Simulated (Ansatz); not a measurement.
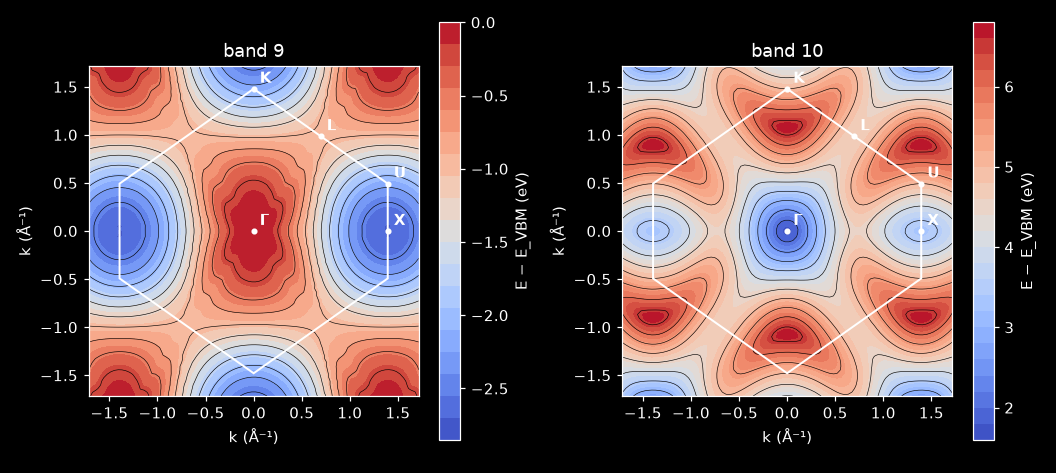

Two bands of GaN (F-43m) over the plane through Γ, X and L: the highest mostly filled and the lowest mostly empty one.

These are results of DFT PBE, scalar-relativistic, plane waves, PAW; levels and slopes on a dense k mesh at the converged density (Ansatz 0.2.0), not measurements. No spin polarisation. k mesh for the levels: 34×34×34. The geometry was not relaxed (residual pressure 5 GPa). The cell comes from a database of computed structures, not from a measurement.

**Give both levels and their distance at the named points.**

```json
{"point": "Γ", "lower band (eV)": "0.00", "upper band (eV)": "1.72", "distance (eV)": "1.72"}
{"point": "X", "lower band (eV)": "−2.70", "upper band (eV)": "3.35", "distance (eV)": "6.06"}
{"point": "L", "lower band (eV)": "−0.97", "upper band (eV)": "4.64", "distance (eV)": "5.61"}
```

**Where are the band edges of the whole zone?**

The valence band has one maximum at Γ, three bands meeting there, with masses of 0.16 and 0.88 mₑ among them, each the same along x, y and z; the conduction band has one minimum at Γ, mass 0.15 mₑ in all directions. The gap is direct, 1.72 eV at this level of theory, which underestimates gaps and can reorder valleys that lie close.

Spin-orbit coupling, left out here, can split bands that meet at an edge and change their masses.
